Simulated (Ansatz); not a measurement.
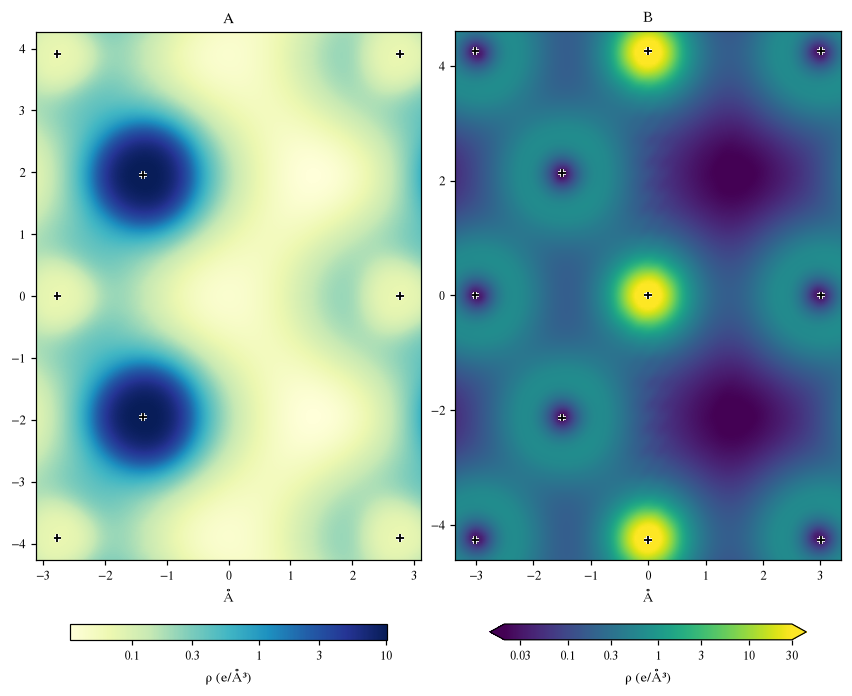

The valence electron density of 2 systems, each on a plane through atoms (crosses mark nuclei in the plane).

Theory: DFT PBE, scalar-relativistic, plane waves, PAW (Ansatz).

System 1: AlRu, the (110) plane of the conventional cell. Space group F-43m; a structure generated by program, which may or may not match a known phase; spin-polarised.

```
Al Ru
1.0
     5.53278    0.00000    0.00000
     0.00000    0.00000   -5.53278
     0.00000    5.53278    0.00000
Al Ru
4 4
Direct
  0.75000 0.75000 0.25000
  0.25000 0.75000 0.75000
  0.25000 0.25000 0.25000
  0.75000 0.25000 0.75000
  0.50000 0.50000 0.00000
  0.00000 0.50000 0.50000
  0.00000 0.00000 0.00000
  0.50000 0.00000 0.50000
```

System 2: GaP2, the (110) plane of the conventional cell. Space group F-43m; a structure generated by program, which may or may not match a known phase; computed without spin polarisation.

```
CELL_PARAMETERS angstrom
6.02347 0.00000 0.00000
0.00000 0.00000 -6.02347
0.00000 6.02347 0.00000
ATOMIC_POSITIONS crystal
Ga 0.00000 0.50000 0.00000
Ga 0.50000 0.50000 0.50000
Ga 0.50000 0.00000 0.00000
Ga 0.00000 0.00000 0.50000
P 0.25000 0.75000 0.25000
P 0.75000 0.75000 0.75000
P 0.75000 0.25000 0.25000
P 0.25000 0.25000 0.75000
P 0.50000 0.50000 0.00000
P 0.00000 0.50000 0.50000
P 0.00000 0.00000 0.00000
P 0.50000 0.00000 0.50000
```

### Match each panel to its system.

Panel A is system 1, AlRu: the plane holds Al and Ru. Al–Ru (2.40 Å): ρ is about 0.51 e/Å³ halfway. Panel B is system 2, GaP2: the plane holds Ga and P. Ga–P (2.61 Å): ρ at the midpoint is about 0.34 e/Å³.
